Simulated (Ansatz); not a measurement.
# Band-structure calculation of AlN

- system: AlN (P6₃mc, 4 atoms in the cell)
- method: DFT with PBE, PAW plane waves, no spin polarisation (Ansatz 0.2.0)

The structure derives from an entry of the Crystallography Open Database. It belongs to a series of runs on one base structure; here: semilocal partner. Figures and captions count atoms from 1; the log counts them from 0 in places.

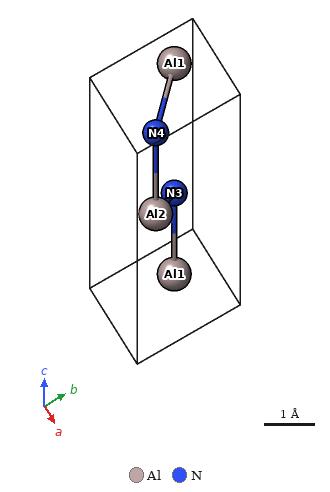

Fig. 1: The structure (ball-and-stick view of the cell of the calculation, seen at an oblique angle; atoms are numbered from 1 in the order of the input). Near neighbours in the crystal (not all of them lie inside the picture): Al has 4 N at 1.88 to 1.91 Å; N has 4 Al at 1.88 to 1.91 Å.

### Summary

```json
{"quantity": "outcome", "value": "converged"}
{"quantity": "space group (tolerance 0.01 Å)", "value": "P6₃mc (186)"}
{"quantity": "electrons treated", "value": "16"}
{"quantity": "free energy", "value": "−1848.4768 eV"}
{"quantity": "Fermi energy", "value": "9.529 eV"}
{"quantity": "gap on the k-point mesh", "value": "4.27 eV"}
{"quantity": "pressure", "value": "6.75 GPa"}
{"quantity": "largest force (length of the vector)", "value": "0.181 eV/Å"}
{"quantity": "hardware", "value": "1 thread of an Arm (aarch64) CPU, shared host"}
{"quantity": "wall time", "value": "47 s"}
{"quantity": "peak memory", "value": "0.3 GiB"}
```

### Notes

The program warns: the structure was made exactly symmetric. The cell is under a pressure of 6.8 GPa at this level, so it is not at its equilibrium volume.

### Input file
```yaml
crystal:
  lattice:
    - [3.097944, 0.0, 0.0]
    - [-1.548972, 2.682903, 0.0]
    - [0.0, 0.0, 4.957109]
  atoms:
    - { symbol: Al, position: [0.33333, 0.66667, 0.0] }
    - { symbol: Al, position: [0.66666, 0.33333, 0.5] }
    - { symbol: "N", position: [0.33333, 0.66667, 0.385] }
    - { symbol: "N", position: [0.66666, 0.33333, 0.885] }
  symmetry: { tolerance: 0.0003 }
kpoints:
  mp_grid: { grid: [9, 9, 5], shift: [0, 0, 0] }
  band_path:
    path:
      - [0.0, 0.0, 0.0]
      - [0.5, 0.0, 0.0]
      - [0.33333333, 0.33333333, 0.0]
      - [0.0, 0.0, 0.0]
      - [0.0, 0.0, 0.5]
      - [0.5, 0.0, 0.5]
      - [0.33333333, 0.33333333, 0.5]
      - [0.0, 0.0, 0.5]
    npoints: 7
magnetization:
  spin_polarized: false
scf:
  occupations: { method: fermi_dirac, width: 0.0678 }
  lower_state_search: "off"
  max_iter: 200
hamiltonian:
  pseudopotentials: { kind: paw }
  xc: pbe
basis:
  ecutwfc: 420
  fft_grid_basis: typed
output:
  forces: true
  stress: true
  eigenvalues: true
  bader: true
  populations: true
  elf: true
  write_potential: true
  volumetric_format: npy
  dos:
    e_range: [-12, 8]
    de: 0.05
    projected: { site_lists: { Al: [Al], "N": ["N"] } }
checkpoint:
  read: saved_state
```

### Output
```
Warning: the atoms were moved onto the symmetric positions of the space group found under crystal.symmetry.tolerance 3.0e-4 (fractional; no operation is sought that the atoms, as they stand in a round, miss by more than twice it, and no atom is moved by as much as it), and the run uses the moved positions. Before a round's move an operation carried an atom to 1.55e-5 Å from where it should land, the largest such distance. Atom 0 (counting from 0) moved farthest, by 1.79e-5 Å; the longest move in fractions of the cell, of whichever atom, is 0.02 of the tolerance, in 1 round. To run the atoms as typed, lower crystal.symmetry.tolerance until the operations that they miss are no longer found, or set crystal.symmetry.detect: false (a key that needs symmetry detection or time reversal refuses this as the deck is read). The positions used, in the order of the run's atom list: position: [0.3333333333333333, 0.6666666666666666, 0.0]; position: [0.6666666666666667, 0.3333333333333333, 0.5]; position: [0.3333333333333333, 0.6666666666666666, 0.385]; position: [0.6666666666666667, 0.3333333333333333, 0.885]; The lattice was moved too: crystal.lattice misses the space group found at crystal.symmetry.tolerance 3.0e-4 in a digit that the deck types, which is why this is a warning: making the lattice exact moves one of its numbers by a whole unit of that number's last typed decimal, or more. The operation that it misses by the most changes a squared length by the fraction 3.10e-6. The run uses the lattice that is a stretch of the typed one, with no rotation, onto the one that keeps every operation to a double's rounding (on a very oblique basis the stretch itself rounds by more); the deck's lattice vector that moved farthest moved by 2.77e-6 Å. To run the lattice as typed, set crystal.symmetry.tolerance under 3.09e-6, the least fraction by which an operation that the lattice misses changes a squared length (the same key also sets how far an atom may lie from its image, so lowering it can lose operations that the atoms keep only within it), or set crystal.symmetry.detect: false, as for the atoms. crystal.lattice made exact, in Å and degrees: [[3.097946769260892, 0.0, 0.0], [-1.548973384630446, 2.6829006017518613, 0.0], [0.0, 0.0, 4.957109]]. Pasted over the deck's crystal.lattice, beside positions in fractional coordinates, it runs the same cell (given as lengths and angles, that cell in the form's own orientation, a rigid turn of the misfit's size from the one run here, for which a checkpoint.post_process_only pass over this run's state can be refused: where this run relaxes nothing, give such a pass this deck's own crystal.lattice, as typed; behind a relaxation, as crystal.lattice, the state's own cell, identity.cell in its checkpoint.json), and a matrix so pasted ends this notice, except on a very skew basis of the lattice, where the rounding of the pasted numbers themselves can read as a misfit: the cell is then moved again, and that move is told again. The lattice as run is in this notice's lattice.as_run_ang field (Run.prep()["deck_notices"] in Python, the deck_notice line of an events file, deck_notices of ansatz run --dry-run=json, or deck_notices in record.json in the deck's checkpoint.write directory).
Warning: checkpoint.read: basis.xc_grid differs: saved 1, current 2 (points along each axis for each point of the dense box; where the key is left out runs that use forces, runs that use the stress, dielectric runs by a finite field, finite-displacement phonons, runs of phonons.displacement_patterns under a GGA or a meta-GGA, phonons by method: dfpt, dielectric runs by the response, runs on support functions, runs on PAW files under a meta-GGA or a hybrid on one, runs at kind: all_electron or under a hybrid on a GGA, runs under a text's formulas of a gradient, and runs on PAW files that evaluate rPW86 or Becke's exchange or LYP's correlation can take a finer level, which can go by the root key accuracy; a number is taken as typed: the saved number, typed, holds this deck to the state's level, where the deck is accepted there); the SCF iterates at this deck's level from the saved density; a trajectory continued from that state goes on on another energy surface; basis.xc_grid: 1, typed and accepted, keeps it on the saved one
Engine: ansatz 0.2.0, aarch64-unknown-linux-gnu
Pseudopotentials: kind: paw
Pseudopotential: Al, paw, valence charge 3, recommended cutoff 420 eV (normal), Al.paw.azcp
Pseudopotential: N, paw, valence charge 5, recommended cutoff 420 eV (normal), N.paw.azcp
Functional definition: PBE
  parameter kappa = 0.804
  parameter beta = 0.06672455060314922
  exchange = pbe_x(kappa = kappa, mu = beta*pi^2/3)
  correlation = pbe_c(beta = beta)
Crystal: 4 atoms, lattice volume = 41.201 Å³
Basis set: ecut = 420 eV, 785 PW (Γ), exchange–correlation on 48×48×72 points (8 copies of the dense FFT grid, shifted against one another)
Bands: 12, of which v1, the nominal top of the filled ones, is band 8 counted from 1 (7 counted from 0)
Symmetry: 12 space group operations
Space group: P63mc (ITA 186), of the structure as read, at distance tolerance 1.0e-3 Å
k-points: 36 of 405 (time reversal used)
Non-local potential: Al, projectors of the file, l = 0: 2, l = 1: 2, l = 2: 1
Non-local potential: N, projectors of the file, l = 0: 2, l = 1: 2, l = 2: 1
PAW form: soft (Blöchl's): semilocal exchange-correlation on the pseudo side does not see the compensation charge
PAW one-centre angular grid: Al, 110 points (default); XC on 64 Gauss nodes
PAW one-centre angular grid: N, 110 points (default); XC on 64 Gauss nodes
Initial density: read from a saved state, or passed on in memory by an earlier SCF of this step, an earlier step, the calling program or the single point that the run made first
Initial wavefunctions: pseudopotential atomic-orbital guess
Functional: x = pbe(κ = 0.804, μ = 0.2195149727645171), c = pbe(β = 0.06672455060314922)
iter 1 solved again at ethr=8.84e-8 eV; its pass at ethr=3.10e-3 eV (dr2=1.42e-5 eV) is discarded
SCF iter   1: F=—  HF=-1848.476808 eV  |F-HF|=—  |Δ(HF+E_count)|=         —  Δρ=3.43e-4  dr2=9.91e-6  ethr=8.84e-8  ⟨swp⟩=2.9  Hψ=3931  notcnv=0
preconditioner: auto → none  [insulator: Δε(μ)=4.266 eV  Ē_g=13.246 eV  σ=0.068 eV  W_gap=1.00  n_scr=2 (ndim 8)  ℏωp=23.1 eV  f_vac=0.000  D(μ)=0.00/eV (n_scr^D=0)  ε∞_Penn≈4.1]
SCF iter   2: F=—  HF=-1848.476774 eV  |F-HF|=—  |Δ(HF+E_count)|=   3.38e-5  Δρ=1.71e-4  dr2=2.33e-6  ethr=6.19e-8  ⟨swp⟩=2.2  Hψ=700  notcnv=0
iter 3 did not close the SCF: its close was put off for the readings that it lacked (scf_convergence_deferred on its scf_iter line)
SCF iter   3: F=-1848.476812 eV  HF=-1848.476812 eV  |F-HF|=5.76e-8  |Δ(HF+E_count)|=   3.78e-5  Δρ=1.03e-5  dr2=2.21e-8  ethr=1.46e-8  ⟨swp⟩=2.7  Hψ=771  notcnv=0
iter 4 did not close the SCF: its close was put off for the readings that it lacked (scf_convergence_deferred on its scf_iter line)
SCF iter   4: F=-1848.476812 eV  HF=-1848.476812 eV  |F-HF|=1.44e-9  |Δ(HF+E_count)|=   6.36e-8  Δρ=2.19e-6  dr2=1.12e-9  ethr=1.38e-10  ⟨swp⟩=2.0  Hψ=662  notcnv=0
iter 5 did not close the SCF: its close was put off for the readings that it lacked (scf_convergence_deferred on its scf_iter line)
SCF iter   5: F=-1848.476812 eV  HF=-1848.476812 eV  |F-HF|=3.93e-11  |Δ(HF+E_count)|=   1.71e-9  Δρ=5.72e-7  dr2=9.88e-11  ethr=6.97e-12  ⟨swp⟩=2.0  Hψ=701  notcnv=0
SCF iter   6: F=-1848.476812 eV  HF=-1848.476812 eV  |F-HF|=1.23e-11  |Δ(HF+E_count)|=  8.64e-12  Δρ=1.22e-7  dr2=1.93e-12  ethr=1.00e-12  ⟨swp⟩=3.5  Hψ=1973  notcnv=0
SCF 1 converged in 6 iterations: F = -1848.476812 eV  dr2 = 1.93e-12
  greatest PAW one-centre occupation: 0.789 electrons in one spin orbital (limit 2), on the N atom at site 2 (counted from 0), in its partial waves of l = 0
NSCF: frozen V_eff on 50 k-points
SCF converged after 6 iterations
Free energy (F): -1848.476812 eV
Harris-Foulkes:  -1848.476812 eV  (|F-HF|=1.23e-11)
Internal energy: -1848.476812 eV  (E = F + TS)
E sigma→0 (E₀):  -1848.476812 eV
Fermi energy:    9.529287 eV
--- Per-component energies (eV) ---
  E_band       = 32.386224
  E_kinetic    = 320.243535
  E_local      = -445.602404  (includes V_loc(G=0)·N_el)
  E_nonlocal   = 111.107850
  E_hartree    = 154.924450
  E_xc         = -204.100960
  E_vxc        = -216.480596  (∫ρ·V_xc dr)
  E_paw        = -1190.519806  (= ΣΔE_a)
  E_vpaw       = -46.731264  (= ΣTr[D̂ρ^β])
  E_aug_tail   = 0.000195  (compensation charges beyond the density's cutoff)
  E_ewald      = -594.529672
  E_smearing   = -0.000000  (= −TS)
  E_closure    = 0.000000  (closes the sum)
  Σ components = -1848.476812   (vs F -1848.476812, Δ=0.00e0)
--- Forces (eV/Å), atoms counted from 1 ---
  atom   1  Al     0.00000000    -0.00000000     0.18086516
  atom   2  Al     0.00000000     0.00000000     0.18086516
  atom   3  N     -0.00000000     0.00000000    -0.18088636
  atom   4  N      0.00000000    -0.00000000    -0.18088636
  max |Σ_I F_I| component: 4.24e-5 eV/Å
--- Stress (GPa, compression-positive) ---
        7.483562       0.000000       0.000000
       -0.000000       7.483562       0.000000
        0.000000      -0.000000       5.285430
  P = ⅓ Tr σ = 6.7509 GPa (67.509 kbar)
--- Band table (eV; the first three rows and the last of 36) ---
  k-point 0: bands = ["-7.9591", "-5.7746", "1.2736", "6.4049", "6.4049", "7.0575", "7.0575", "7.3548", "11.6199", "14.0879", "18.0622", "18.5449"]
  k-point 1: bands = ["-7.8042", "-6.0714", "1.8079", "6.4635", "6.4635", "6.5140", "6.9914", "6.9914", "12.3003", "14.1800", "17.8155", "18.5083"]
  k-point 2: bands = ["-7.3629", "-6.7195", "3.1462", "4.8521", "6.6210", "6.6210", "6.8227", "6.8227", "13.4526", "14.1606", "17.5716", "18.1787"]
  k-point 35: bands = ["-5.3749", "-5.3749", "2.5006", "2.5006", "3.0550", "3.7506", "6.4049", "6.4049", "14.2036", "15.2132", "15.3338", "15.3338"]
--- Löwdin populations: 4 sites ---
  site symbol       q [e]
     0     Al      1.8951
     1     Al      1.8951
     2      N      6.0405
     3      N      6.0405
  spilling = 0.008054 (of n_electrons = 16.000000)
--- Bader charges: 4 sites ---
  site symbol  charge [e]  shift [e]
     0     Al      2.4399     0.0013
     1     Al      2.4399     0.0013
     2      N     -2.4399     0.0013
     3      N     -2.4399     0.0013
  estimated error of the sums over rays = 5.9e-4 e
```

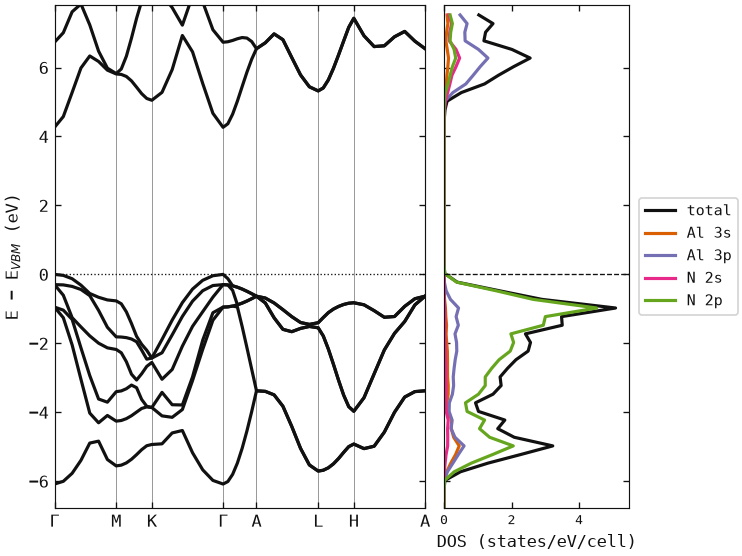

Fig. 2: Band structure along Γ–M–K–Γ–A–L–H–A and density of states (projected on Löwdin-orthogonalised atomic shells), with energies from the valence-band top. There is a gap of 4.27 eV on this path, direct, at Γ.

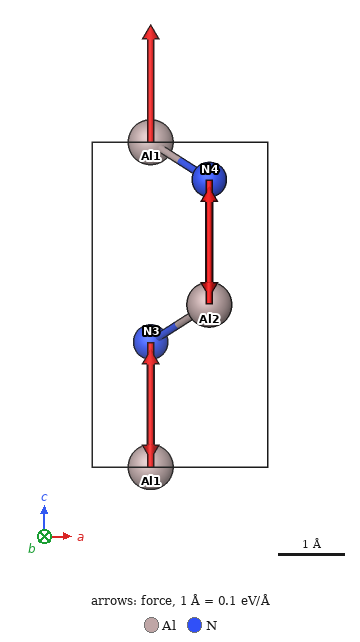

Fig. 3: Forces on the atoms as red arrows (ball-and-stick view of the cell of the calculation, along the b axis; atoms are numbered from 1 in the order of the input). The largest act on N3, N4 (0.18 eV/Å); Al1, Al2 (0.18 eV/Å). The geometry is not a stationary point of this energy.

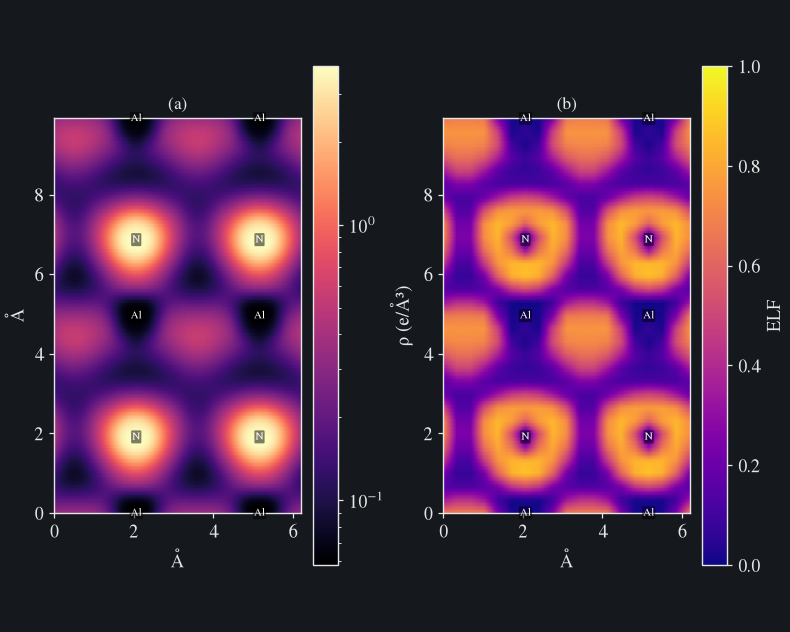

Fig. 4: (a) valence pseudo-density; (b) electron localisation function on the plane of lattice vectors 2 and 3 of the input at fractional height 0.333 along vector 1, 2 × 2 cells, interpolated from points about 0.3 Å apart. The plane passes within 0.2 Å of Al and N sites. The density in this plane falls to 0.059 e/Å³ at its lowest. The fields are smooth PAW fields, not the true ones close to the nuclei.

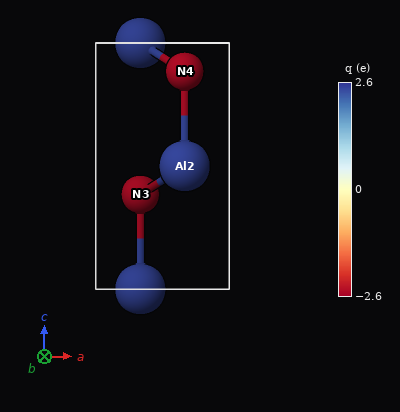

Fig. 5: Bader charges, as the colour of each atom (ball-and-stick view of the cell of the calculation, along the b axis; atoms are numbered from 1 in the order of the input). By element: Al +2.44 and N −2.44 e.
